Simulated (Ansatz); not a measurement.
**SnO: geometry relaxation (part 3 of 3)**

The same run, continued: SnO (slab, 28 atoms in the cell); DFT r2SCAN, scalar-relativistic, plane waves, PAW, no spin polarisation (Ansatz 0.2.0); cutoff 500 eV, 7×5×1 k-mesh, Gaussian smearing of 0.05 eV. The structure derives from an entry of the Crystallography Open Database. It belongs to a series of runs on one base structure; here: (1 1 2) slab, atoms relaxed.

## Output, continued
```
--- Relaxed structure (8 steps of the walk, 8 accepted, 0 SCFs on fresh bases) ---
  F+E_penalty+E_count = -92500.59264383 eV   max|allowed force component| = 1.964e-2 eV/Å
  atoms:
    - { symbol: Sn, position: [0.25, 0.9548653502328686, 0.30520796538774997] }
    - { symbol: O, position: [0.491040744159809, 0.7415933004029497, 0.3008204564039478] }
    - { symbol: O, position: [0.008959255840190987, 0.7415933004029497, 0.3008204564039478] }
    - { symbol: Sn, position: [0.25, 0.505192850323861, 0.29228359417548244] }
    - { symbol: Sn, position: [0.75, 0.7011375772727073, 0.3601949269203302] }
    - { symbol: O, position: [-0.0006323113539030792, 0.4498983327206806, 0.3608898450144301] }
    - { symbol: O, position: [0.5006323113539031, 0.4498983327206806, 0.3608898450144301] }
    - { symbol: Sn, position: [0.75, 0.21829229093500926, 0.36493144777725145] }
    - { symbol: Sn, position: [0.25, 0.4351424070671201, 0.4268369143539961] }
    - { symbol: O, position: [0.49972289354339783, 0.19230159337400454, 0.4331939887228593] }
    - { symbol: O, position: [0.00027710645660204193, 0.19230159337400454, 0.4331939887228593] }
    - { symbol: Sn, position: [0.25, 0.9570697043341007, 0.43377911006221487] }
    - { symbol: Sn, position: [0.75, 0.15963522610753011, 0.5000208312831497] }
    - { symbol: O, position: [0.0035446920695920126, 0.9127146400373095, 0.4999999758016493] }
    - { symbol: O, position: [0.49645530793040793, 0.9127146400373095, 0.4999999758016493] }
    - { symbol: Sn, position: [0.75, 0.6657936841511563, 0.49997902421973106] }
    - { symbol: Sn, position: [0.25, 0.868358911796346, 0.5662207827444361] }
    - { symbol: O, position: [0.49972297131678417, 0.6331270524942096, 0.5668058194722403] }
    - { symbol: O, position: [0.00027702868321575005, 0.6331270524942096, 0.5668058194722403] }
    - { symbol: Sn, position: [0.25, 0.39028659612790717, 0.5731630386253689] }
    - { symbol: Sn, position: [0.75, 0.6071372654159733, 0.6350684370092359] }
    - { symbol: O, position: [-0.0006320834667362803, 0.37553173911951837, 0.6391101894522968] }
    - { symbol: O, position: [0.5006320834667363, 0.37553173911951837, 0.6391101894522968] }
    - { symbol: Sn, position: [0.75, 0.1242927721836859, 0.6398051942054732] }
    - { symbol: Sn, position: [0.25, 0.32023784729864213, 0.7077165320295049] }
    - { symbol: O, position: [0.4910408162276694, 0.08383759149239035, 0.6991797035823245] }
    - { symbol: O, position: [0.008959183772330591, 0.08383759149239035, 0.6991797035823245] }
    - { symbol: Sn, position: [0.25, 0.8705655305709638, 0.6947922443065754] }
```

## Trajectory as extended XYZ (Å, eV, eV/Å), 4 of the 8 frames kept, from step=1 to step=8
```
28
Lattice="5.3854 0.0000 0.0000 0.0000 7.3040 0.0000 0.0000 0.0000 26.0417" Properties=species:S:1:pos:R:3:forces:R:3 step=1 energy=-92498.87783
Sn    1.3463    7.0861    7.5000    0.0000  -3.7422   0.2786
O     2.6927    5.3186    7.5638   -0.9946   1.0287   0.9287
O     0.0000    5.3186    7.5638    0.9946   1.0287   0.9287
Sn    1.3463    3.5510    7.6276    0.0000   1.5392  -0.7073
Sn    4.0390    5.1008    9.3190    0.0000   0.3550  -1.8027
O     0.0000    3.3332    9.3828   -0.1575  -0.4398   0.4275
O     2.6927    3.3332    9.3828    0.1575  -0.4398   0.4275
Sn    4.0390    1.5657    9.4466    0.0000   0.4795   0.1317
Sn    1.3463    3.1154   11.1380    0.0000   0.1553  -0.3060
O     2.6927    1.3478   11.2018    0.0253  -0.0498  -0.0389
O     0.0000    1.3478   11.2018   -0.0253  -0.0498  -0.0389
Sn    1.3463    6.8843   11.2656    0.0000   0.1451  -0.0998
Sn    4.0390    1.1300   12.9571    0.0000   0.2232   0.0979
O     0.0000    6.6664   13.0208    0.2854   0.0000   0.0000
O     2.6927    6.6664   13.0208   -0.2854   0.0000   0.0000
Sn    4.0390    4.8989   13.0846    0.0000  -0.2232  -0.0979
Sn    1.3463    6.4486   14.7761    0.0000  -0.1451   0.0998
O     2.6927    4.6811   14.8399    0.0253   0.0498   0.0389
O     0.0000    4.6811   14.8399   -0.0253   0.0498   0.0389
Sn    1.3463    2.9135   14.9037    0.0000  -0.1553   0.3060
Sn    4.0390    4.4632   16.5951    0.0000  -0.4795  -0.1317
O     0.0000    2.6957   16.6589   -0.1575   0.4398  -0.4275
O     2.6927    2.6957   16.6589    0.1575   0.4398  -0.4275
Sn    4.0390    0.9281   16.7227    0.0000  -0.3550   1.8027
Sn    1.3463    2.4779   18.4141    0.0000  -1.5392   0.7073
O     2.6927    0.7103   18.4779   -0.9946  -1.0287  -0.9287
O     0.0000    0.7103   18.4779    0.9946  -1.0287  -0.9287
Sn    1.3463    6.2467   18.5417    0.0000   3.7422  -0.2786
28
Lattice="5.3854 0.0000 0.0000 0.0000 7.3040 0.0000 0.0000 0.0000 26.0417" Properties=species:S:1:pos:R:3:forces:R:3 step=3 energy=-92500.45875
Sn    1.3463    6.8538    7.7257    0.0000   0.2122   0.1168
O     2.6314    5.3122    7.7950    0.3338   0.0141  -0.0812
O     0.0613    5.3122    7.7950   -0.3338   0.0141  -0.0812
Sn    1.3463    3.5636    7.6354    0.0000   0.3128   0.2586
Sn    4.0390    5.1160    9.3796    0.0000  -0.1346  -0.3179
O    -0.0091    3.3084    9.4341    0.0365  -0.2481   0.0357
O     2.7018    3.3084    9.4341   -0.0365  -0.2481   0.0357
Sn    4.0390    1.5812    9.4830    0.0000   0.1691   0.0654
Sn    1.3463    3.1424   11.1538    0.0000  -0.0119  -0.1656
O     2.6957    1.3691   11.2351   -0.0704  -0.1033   0.1086
O    -0.0030    1.3691   11.2351    0.0704  -0.1033   0.1086
Sn    1.3463    6.9256   11.2671    0.0000   0.2099   0.1206
Sn    4.0390    1.1464   12.9930    0.0000   0.0164  -0.0741
O     0.0152    6.6664   13.0209    0.0840   0.0000   0.0000
O     2.6774    6.6664   13.0209   -0.0840   0.0000   0.0000
Sn    4.0390    4.8825   13.0487    0.0000  -0.0164   0.0742
Sn    1.3463    6.4073   14.7746    0.0000  -0.2099  -0.1206
O     2.6957    4.6598   14.8066   -0.0704   0.1032  -0.1086
O    -0.0030    4.6598   14.8066    0.0704   0.1032  -0.1086
Sn    1.3463    2.8865   14.8879    0.0000   0.0119   0.1656
Sn    4.0390    4.4477   16.5587    0.0000  -0.1691  -0.0654
O    -0.0091    2.7205   16.6076    0.0365   0.2481  -0.0358
O     2.7018    2.7205   16.6076   -0.0365   0.2481  -0.0358
Sn    4.0390    0.9129   16.6620    0.0000   0.1347   0.3180
Sn    1.3463    2.4653   18.4063    0.0000  -0.3128  -0.2586
O     2.6314    0.7167   18.2467    0.3338  -0.0141   0.0812
O     0.0613    0.7167   18.2467   -0.3338  -0.0141   0.0812
Sn    1.3463    6.4791   18.3160    0.0000  -0.2122  -0.1168
28
Lattice="5.3854 0.0000 0.0000 0.0000 7.3040 0.0000 0.0000 0.0000 26.0417" Properties=species:S:1:pos:R:3:forces:R:3 step=6 energy=-92500.58464
Sn    1.3463    6.9810    7.9068    0.0000  -0.0064   0.0720
O     2.6477    5.4255    7.8457   -0.0456  -0.0191  -0.0361
O     0.0450    5.4255    7.8457    0.0456  -0.0191  -0.0361
Sn    1.3463    3.6912    7.6378    0.0000   0.0506  -0.0700
Sn    4.0390    5.1419    9.3939    0.0000  -0.0380  -0.0014
O     0.0000    3.2948    9.4147   -0.0535   0.0379  -0.0009
O     2.6926    3.2948    9.4147    0.0535   0.0379  -0.0009
Sn    4.0390    1.6081    9.5081    0.0000  -0.0649   0.0046
Sn    1.3463    3.1818   11.1283    0.0000  -0.0036   0.0566
O     2.6918    1.4043   11.2852    0.0006   0.0333  -0.0201
O     0.0009    1.4043   11.2852   -0.0006   0.0333  -0.0201
Sn    1.3463    6.9935   11.2979    0.0000  -0.0449  -0.0405
Sn    4.0390    1.1656   13.0199    0.0000  -0.0030   0.0408
O     0.0236    6.6664   13.0209   -0.0598   0.0000   0.0000
O     2.6691    6.6664   13.0209    0.0598   0.0000   0.0000
Sn    4.0390    4.8633   13.0218    0.0000   0.0030  -0.0409
Sn    1.3463    6.3394   14.7438    0.0000   0.0449   0.0405
O     2.6918    4.6246   14.7565    0.0006  -0.0333   0.0201
O     0.0009    4.6246   14.7565   -0.0006  -0.0333   0.0201
Sn    1.3463    2.8471   14.9134    0.0000   0.0036  -0.0567
Sn    4.0390    4.4208   16.5336    0.0000   0.0649  -0.0046
O     0.0000    2.7341   16.6270   -0.0535  -0.0379   0.0009
O     2.6926    2.7341   16.6270    0.0535  -0.0379   0.0009
Sn    4.0390    0.8870   16.6478    0.0000   0.0380   0.0013
Sn    1.3463    2.3377   18.4039    0.0000  -0.0506   0.0700
O     2.6477    0.6035   18.1960   -0.0456   0.0191   0.0361
O     0.0450    0.6035   18.1960    0.0456   0.0191   0.0361
Sn    1.3463    6.3518   18.1349    0.0000   0.0064  -0.0720
28
Lattice="5.3854 0.0000 0.0000 0.0000 7.3040 0.0000 0.0000 0.0000 26.0417" Properties=species:S:1:pos:R:3:forces:R:3 step=8 energy=-92500.59264
Sn    1.3463    6.9743    7.9481    0.0000  -0.0127  -0.0011
O     2.6444    5.4166    7.8339   -0.0044   0.0119  -0.0129
O     0.0482    5.4166    7.8339    0.0044   0.0119  -0.0129
Sn    1.3463    3.6899    7.6116    0.0000   0.0102  -0.0043
Sn    4.0390    5.1211    9.3801    0.0000  -0.0196   0.0178
O    -0.0034    3.2860    9.3982    0.0031   0.0057   0.0094
O     2.6961    3.2860    9.3982   -0.0031   0.0057   0.0094
Sn    4.0390    1.5944    9.5034    0.0000  -0.0125  -0.0101
Sn    1.3463    3.1783   11.1156    0.0000   0.0039  -0.0011
O     2.6912    1.4046   11.2811   -0.0096  -0.0056  -0.0039
O     0.0015    1.4046   11.2811    0.0096  -0.0056  -0.0039
Sn    1.3463    6.9904   11.2963    0.0000  -0.0021   0.0133
Sn    4.0390    1.1660   13.0214    0.0000   0.0139   0.0092
O     0.0191    6.6664   13.0208    0.0145   0.0000   0.0000
O     2.6736    6.6664   13.0208   -0.0145   0.0000   0.0000
Sn    4.0390    4.8629   13.0203    0.0000  -0.0139  -0.0092
Sn    1.3463    6.3425   14.7454    0.0000   0.0021  -0.0133
O     2.6912    4.6243   14.7606   -0.0096   0.0056   0.0039
O     0.0015    4.6243   14.7606    0.0096   0.0056   0.0039
Sn    1.3463    2.8506   14.9261    0.0000  -0.0039   0.0011
Sn    4.0390    4.4345   16.5383    0.0000   0.0125   0.0101
O    -0.0034    2.7429   16.6435    0.0031  -0.0057  -0.0094
O     2.6961    2.7429   16.6435   -0.0031  -0.0057  -0.0094
Sn    4.0390    0.9078   16.6616    0.0000   0.0196  -0.0178
Sn    1.3463    2.3390   18.4301    0.0000  -0.0102   0.0043
O     2.6444    0.6123   18.2078   -0.0045  -0.0119   0.0129
O     0.0482    0.6123   18.2078    0.0045  -0.0119   0.0129
Sn    1.3463    6.3586   18.0936    0.0000   0.0127   0.0011
```

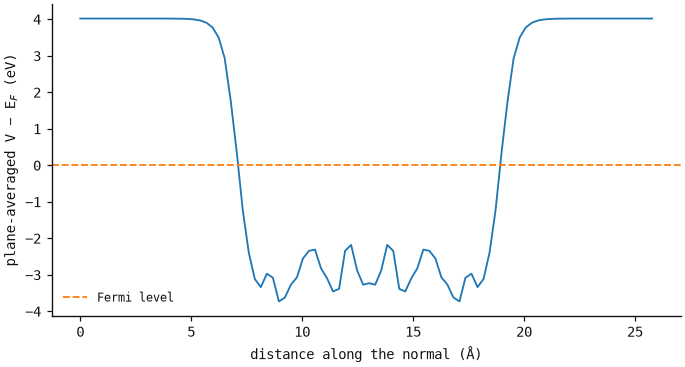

*Plane average of the electrostatic potential energy of an electron across the cell, from the Fermi level.*

The vacuum level lies 4.02 eV above the Fermi level.

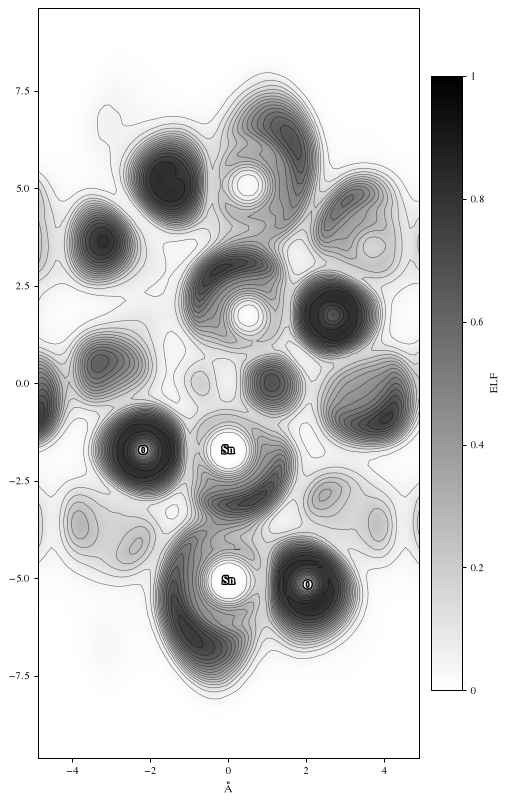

*Electron localisation function on the (110) plane of the calculation cell, a cut from vacuum to vacuum.*

The section cuts through Sn and O sites. Sn–O (2.03 Å): the ELF is about 0.25 at the midpoint. Sn–O (2.18 Å): the ELF is about 0.20 at the midpoint. Core electrons are frozen (PAW), so the fields are smoothed inside the atomic spheres.

This output came from the following input.

## Input file
```yaml
crystal:
  lattice:
    - [5.3853615058, 0.0, 0.0]
    - [0.0, 7.3039557994, 0.0]
    - [0.0, 0.0, 26.0416977917]
  atoms:
    - { symbol: Sn, position: [0.25, 0.9701769437, 0.2879996558] }
    - { symbol: O, position: [0.5, 0.7281787189, 0.2904491665] }
    - { symbol: O, position: [0.0, 0.7281787189, 0.2904491665] }
    - { symbol: Sn, position: [0.25, 0.486180494, 0.2928986772] }
    - { symbol: Sn, position: [0.75, 0.6983556626, 0.3578499336] }
    - { symbol: O, position: [0.0, 0.4563574377, 0.3602994443] }
    - { symbol: O, position: [0.5, 0.4563574377, 0.3602994443] }
    - { symbol: Sn, position: [0.75, 0.2143592129, 0.3627489551] }
    - { symbol: Sn, position: [0.25, 0.4265343814, 0.4277002114] }
    - { symbol: O, position: [0.5, 0.1845361566, 0.4301497222] }
    - { symbol: O, position: [0.0, 0.1845361566, 0.4301497222] }
    - { symbol: Sn, position: [0.25, 0.9425379318, 0.4325992329] }
    - { symbol: Sn, position: [0.75, 0.1547131003, 0.4975504893] }
    - { symbol: O, position: [0.0, 0.9127148755, 0.5] }
    - { symbol: O, position: [0.5, 0.9127148755, 0.5] }
    - { symbol: Sn, position: [0.75, 0.6707166506, 0.5024495107] }
    - { symbol: Sn, position: [0.25, 0.8828918192, 0.5674007671] }
    - { symbol: O, position: [0.5, 0.6408935943, 0.5698502778] }
    - { symbol: O, position: [0.0, 0.6408935943, 0.5698502778] }
    - { symbol: Sn, position: [0.25, 0.3988953695, 0.5722997886] }
    - { symbol: Sn, position: [0.75, 0.611070538, 0.6372510449] }
    - { symbol: O, position: [0.0, 0.3690723132, 0.6397005557] }
    - { symbol: O, position: [0.5, 0.3690723132, 0.6397005557] }
    - { symbol: Sn, position: [0.75, 0.1270740884, 0.6421500664] }
    - { symbol: Sn, position: [0.25, 0.3392492569, 0.7071013228] }
    - { symbol: O, position: [0.5, 0.0972510321, 0.7095508335] }
    - { symbol: O, position: [0.0, 0.0972510321, 0.7095508335] }
    - { symbol: Sn, position: [0.25, 0.8552528072, 0.7120003442] }
basis:
  ecutwfc: 500
kpoints:
  mp_grid: { grid: [7, 5, 1] }
hamiltonian:
  xc: r2scan
scf:
  occupations: { method: gaussian, width: 0.05 }
output:
  forces: true
  eigenvalues: true
  write_density: true
  write_potential: true
  elf: true
  volumetric_format: npy
relax:
  adjacent_minimum: "off"
  f_tol: 0.02
  max_steps: 60
efield:
  axis: 3
  dipole_correction: true
  ramp_width: 0.04
```

Launch command:
```bash
ansatz run input.yaml --threads 4 --pin off --max-ram 10240MiB --backend cpu --events-out ev --progress --plain --runs-dir out
```

## Key numbers

```tsv
quantity	value
outcome	converged
electrons treated	280
free energy	−92500.5926 eV
work function, top face	4.02 eV
work function, bottom face	4.02 eV
Fermi energy	2.683 eV
gap on the k-point mesh	0.76 eV
final volume	1024.34 Å³
work function (upper face)	4.02 eV
largest force (length of the vector) at the end	0.027 eV/Å
hardware	4 threads of Intel Xeon @ 2.90GHz (Ice Lake), 32 GiB of memory available, shared host
wall time	20 min (CPU time 76 min)
peak memory	6.7 GiB
```

Warnings of the run: the exchange-correlation potential is rough where the density is thin.
